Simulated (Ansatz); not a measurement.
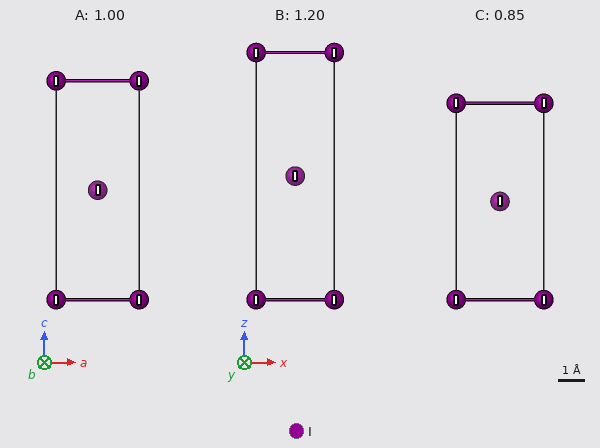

A scan of crystalline I (I4/mmm): the ratio of the cell's length along z to its lengths across, counted as 1 for the reference, is changed at fixed volume (a c/a path), with the atoms kept at their fractional coordinates. x, y and z are the Cartesian axes of the input. The picture is a ball-and-stick view of the conventional cell (2 times the calculation's cell), repeated 1 × 1 × 1 with one cell outlined, seen along the b axis. Lengths and directions refer to the drawn axes.

All numbers below come from DFT PBEsol, scalar-relativistic, plane waves, PAW (Ansatz 0.2.0). Settings: plane-wave cutoff 420 eV; k-point mesh 22 × 22 × 22; occupations gaussian; smearing width 0.15 eV; no spin polarisation. Energies (free energies at the smearing named) are counted from the cell as listed in its source, which wasn't relaxed.

> Rank the frames from lowest to highest energy.

Lowest first: A (the relative ratio 1.00, 0.0 meV/atom), B (the relative ratio 1.20, 73.8 meV/atom), C (the relative ratio 0.85, 112.6 meV/atom). Over the whole scan: the lowest computed point lies at the relative ratio 1.00 (0.0 meV/atom). The end points stand at 112.6 meV/atom (0.85) and 73.8 meV/atom (1.20). The unrelaxed reference is under a pressure of −1.5 GPa. The distortion keeps the space group I4/mmm. At the relative ratio 1.20 the cell of the drawing goes a 3.235 → 3.044 Å, b 3.235 → 3.044 Å, c 8.530 → 9.632 Å.

Limits of the set-up: an odd number of electrons was run without spin polarisation, which fails if the electron would localise.
